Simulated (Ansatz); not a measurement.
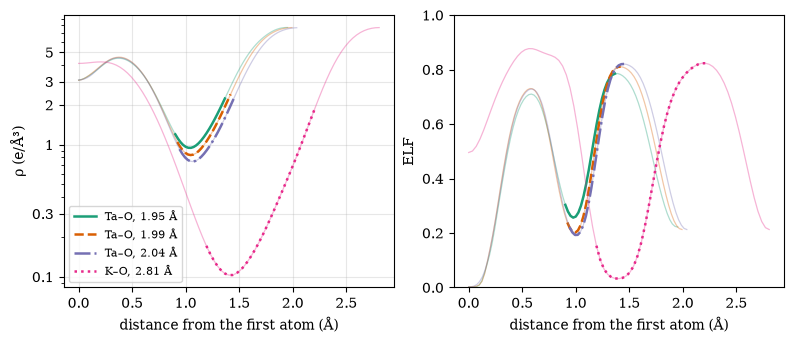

Figure 1: K$_{4}$Ta$_{4}$O$_{11}$ (cell with a defect). Valence charge density (pseudo) and electron localisation function along straight lines between neighbouring atoms. Thin, pale parts lie inside the atomic spheres.

The calculation used DFT PBE, scalar-relativistic, plane waves, PAW in Ansatz 0.2.0.

Core electrons are frozen (PAW), and the valence fields are smoothed inside the atomic spheres.

Question: Compare the contacts.

Answer: Ta–O (1.95 Å): the density is about 1 e/Å³ at the midpoint; the ELF peaks at about 0.80 in the valence shell of O, 0.6 Å from its nucleus, and drops to about 0.25 between the two atoms (no localised pair shows between them).
Ta–O (1.99 Å): ρ at the midpoint is about 0.87 e/Å³; the ELF peaks at about 0.80 in the valence shell of O, 0.6 Å from its nucleus, and drops to about 0.20 between the two atoms; no shared electron pair shows on this line.
Ta–O (2.04 Å): ρ at the midpoint is about 0.77 e/Å³; the ELF peaks at about 0.80 in the valence shell of O, 0.6 Å from its nucleus, and drops to about 0.20 between the two atoms; no shared electron pair shows on this line.
K–O (2.81 Å): ρ is about 0.1 e/Å³ halfway; the ELF is about 0.05 at the midpoint: no shared electron pair shows on this line.
